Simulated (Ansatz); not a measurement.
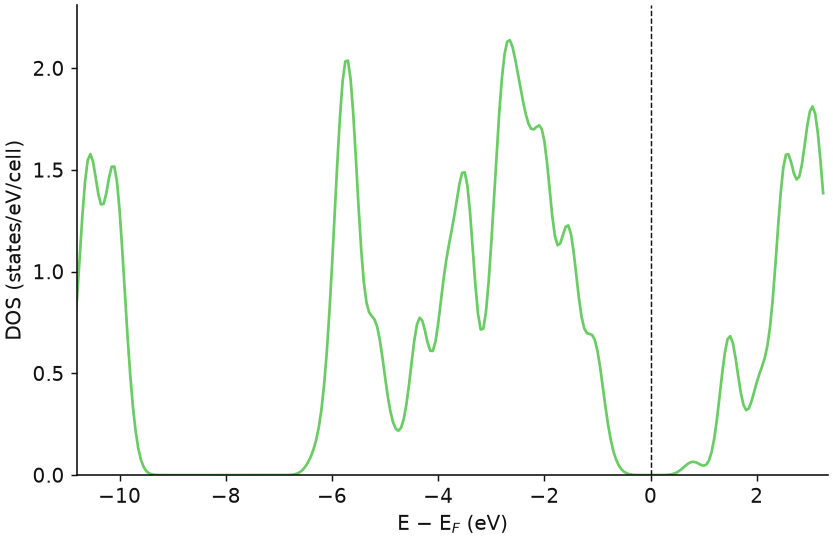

Density of states. Energies are counted from the Fermi level, put mid-gap where there is a gap. The curve is built from the levels of the k mesh with Gaussians 0.4 eV wide, which also blur the band edges.

This input was run:

```
crystal:
  lattice:
    - [0.0, 2.7392607946, 2.7392607946]
    - [2.7392607946, 0.0, 2.7392607946]
    - [2.7392607946, 2.7392607946, 0.0]
  atoms:
    - { symbol: Al, position: [0.0, 0.0, 0.0] }
    - { symbol: P, position: [0.25, 0.25, 0.25] }
kpoints:
  mp_grid: { grid: [6, 6, 6] }
hamiltonian:
  xc: pbe
scf:
  occupations: { method: fixed }
  n_extra_bands: 4
output:
  forces: true
  stress: true
  eigenvalues: true
```

Launched with:
```bash
ansatz run input.yaml --threads 4 --pin off --max-ram 3686MiB --backend cpu --events-out ev --progress --plain --runs-dir out
```

**Metal or insulator, going by the density of states?**

There is a gap; over the k points computed it is 1.60 eV (indirect; the smallest direct gap is 3.22 eV).

**How wide is the upper valence band?**

The upper group of valence states starts about 5.5 eV under the valence-band top (which lies at −0.8 eV on this axis), with a gap beneath it; it holds about 6 electrons a cell.
